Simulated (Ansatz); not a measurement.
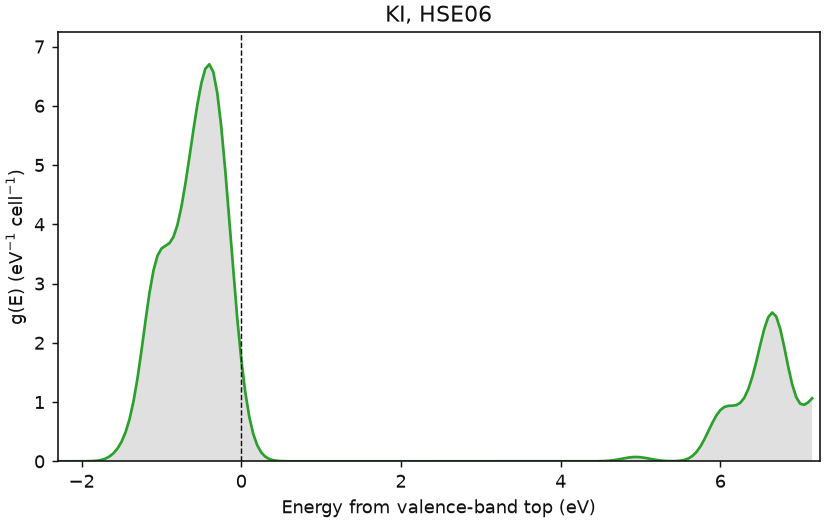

Density of states. Energies are counted from the top of the valence band. The curve is built from the levels of the k mesh with Gaussians 0.4 eV wide, which also blur the band edges.

The material is KI, space group Fm-3m, 2 atoms in the cell, rocksalt type; a = 5.01 Å, b = 5.01 Å, c = 5.01 Å, α = 60.00°, β = 60.00°, γ = 60.00°.

Level of theory: DFT, HSE06, plane waves, PAW, no spin polarisation, 4×4×4 k mesh, 420 eV cutoff; code Ansatz 0.2.0.

### Metal or insulator, going by the density of states?

There is a gap; over the k points computed it is 4.94 eV (direct among those points).

### How wide is the upper valence band?

The upper group of valence states starts about 1.4 eV under the valence-band top, with a gap beneath it; it holds about 6 electrons a cell.

Spin-orbit coupling is left out, which matters for I.
